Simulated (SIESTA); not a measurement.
**Energy of MgSi along an even scaling of the cell**

System: MgSi (P4/mmm, 2 atoms in the cell).
Method: Kohn-Sham DFT of a periodic cell, LDA, PseudoDojo 0.4 standard, converted to PSML, no spin polarisation (SIESTA 5.4.2).

The 7 runs differ only in the geometry, by an even scaling of the cell at fixed fractional positions. The structure derives from a Materials Project entry.

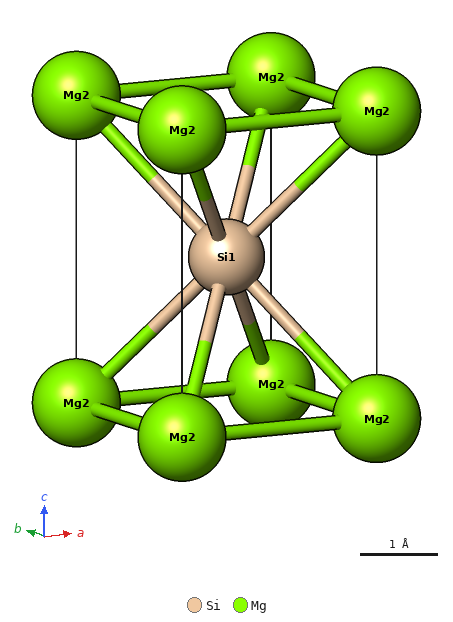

Figure 1. The structure of run 4 (ball-and-stick view of the cell of the calculation, seen at an oblique angle; atoms are numbered from 1 in the order of the input). An atom can appear more than once, as a periodic image.

### Input of run 4
```
SystemName                      MgSi
SystemLabel                     MgSi
NumberOfSpecies                 2
NumberOfAtoms                   2
%block ChemicalSpeciesLabel
  1  14 Si
  2  12 Mg
%endblock ChemicalSpeciesLabel

LatticeConstant                 1.0 Ang
%block LatticeVectors
     2.9083940000     0.0000000000     0.0000000000
     0.0000000000     2.9083940000     0.0000000000
     0.0000000000     0.0000000000     4.1034270000
%endblock LatticeVectors
AtomicCoordinatesFormat         Fractional
%block AtomicCoordinatesAndAtomicSpecies
     0.5000000000     0.5000000000     0.5000000000  1  Si
     0.0000000000     0.0000000000     0.0000000000  2  Mg
%endblock AtomicCoordinatesAndAtomicSpecies

%block kgrid.MonkhorstPack
    9   0   0  0.0
    0   9   0  0.0
    0   0   7  0.0
%endblock kgrid.MonkhorstPack
XC.Functional                   LDA
XC.Authors                      PW92
PAO.BasisSize                   DZP
PAO.EnergyShift                 0.003 Ry
Mesh.Cutoff                     800 Ry
OccupationFunction              FD
ElectronicTemperature           0.05 eV
MaxSCFIterations                120
SCF.MustConverge                false
SCF.Mixer.Method                Pulay
SCF.Mixer.Weight                0.25
SCF.Mixer.History               8
SCF.DM.Tolerance                5.0e-05
SCF.H.Tolerance                 1.0e-03 eV
WriteForces                     true
Charge.Mulliken                 end
BandLinesScale                  ReciprocalLatticeVectors
%block BandLines
    1    0.000000   0.000000   0.000000  \Gamma
    9    0.000000   0.500000   0.000000  X
    9    0.500000   0.500000   0.000000  M
   13    0.000000   0.000000   0.000000  \Gamma
    6    0.000000   0.000000   0.500000  Z
    9    0.000000   0.500000   0.500000  R
    9    0.500000   0.500000   0.500000  A
   13    0.000000   0.000000   0.500000  Z
    1    0.000000   0.500000   0.000000  X
    6    0.000000   0.500000   0.500000  R
    1    0.500000   0.500000   0.000000  M
    6    0.500000   0.500000   0.500000  A
%endblock BandLines
%block PAO.Basis
  Mg 4
  n=2 0 2
    2.614 0.000
  n=3 0 2
    8.196 0.000
  n=2 1 2
    2.949 0.000
  n=3 1 1
    8.196
%endblock PAO.Basis
```

Command:
```bash
siesta < MgSi.fdf > MgSi.out 2>&1
```

Run 3 has the same physical settings and fractional positions; its lattice vectors (Å) are:
```
   2.888874    0.000000    0.000000
   0.000000    2.888874    0.000000
   0.000000    0.000000    4.075886
```

### Results, with one run withheld

```csv
run,volume per atom (Å³),"free energy per atom, from the lowest run given (meV)",pressure (GPa)
1,16.314,7.56,3.37
2,16.661,1.96,1.84
3,17.008,?,?
4,17.355,0.00,−0.84
5,17.702,3.12,−2.01
6,18.049,8.62,−3.05
7,18.396,16.27,−3.99
```

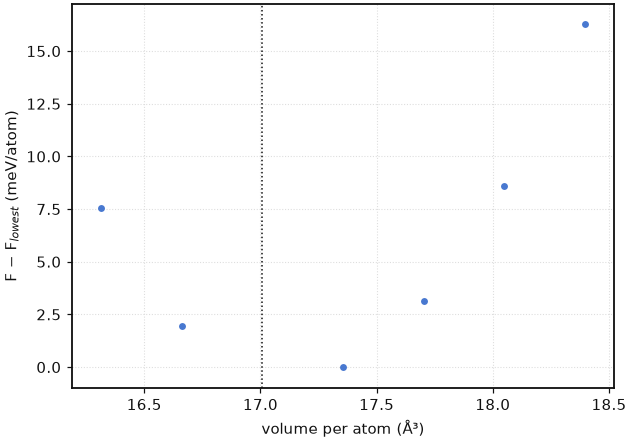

Figure 2. Free energy per atom of the runs given; the dotted line marks run 3.

What should run 3 give?

A cubic polynomial in V^(−2/3) (the Birch–Murnaghan form), fitted to the 6 runs given, misses them by at most 0.01 meV per atom. With x = V^(−2/3) − 0.14900 Å⁻², it reads F = 0.19029 − 1046.5 x + 3.4004e+05 x² − 2.4405e+05 x³ (meV per atom). At run 3 it gives −0.47 meV per atom, and the run itself gives −0.46. The slope of the fit gives a pressure −dF/dV of 0.43 GPa there, and the run prints 0.44 GPa. The fit has its minimum at 17.120 Å³ per atom, where V d²F/dV² gives 63.9 GPa. Cell shape and fractional positions are held, so this is the stiffness under even scaling; the relaxed bulk modulus wasn't computed.

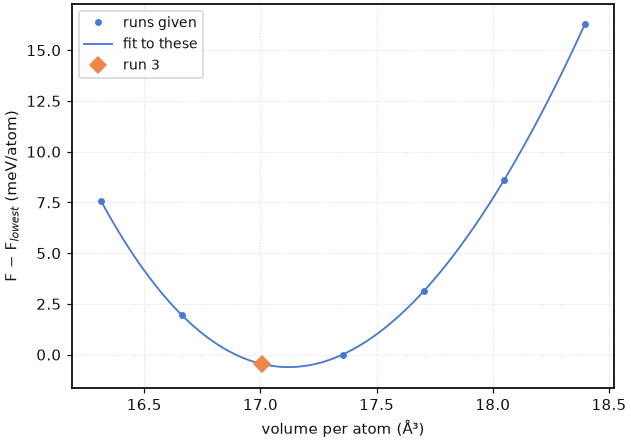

Figure 3. The fit and the withheld run.

### Some lines of the output (run 3)
```
[...]
outcell: Cell volume (Ang**3)        :     34.0157
stepf: Fermi-Dirac step function
siesta: Etot    =     -1728.000216
siesta: FreeEng =     -1728.006045
        iscf     Eharris(eV)        E_KS(eV)     FreeEng(eV)     dDmax    Ef(eV) dHmax(eV)
siesta: E_KS(eV) =            -1728.3173
siesta: E_KS - E_eggbox =     -1728.3173
siesta: Etot    =     -1728.317339
siesta: FreeEng =     -1728.323690
siesta:         Fermi =      -4.691691
siesta: Cell volume =         34.015689 Ang**3
    Orbital volume contribution        =           2.170674 eV
```

Notes: Points of doubt noted for this run: mulliken charges of long orbitals. With a small basis of atomic orbitals these values can differ much from converged plane-wave results.
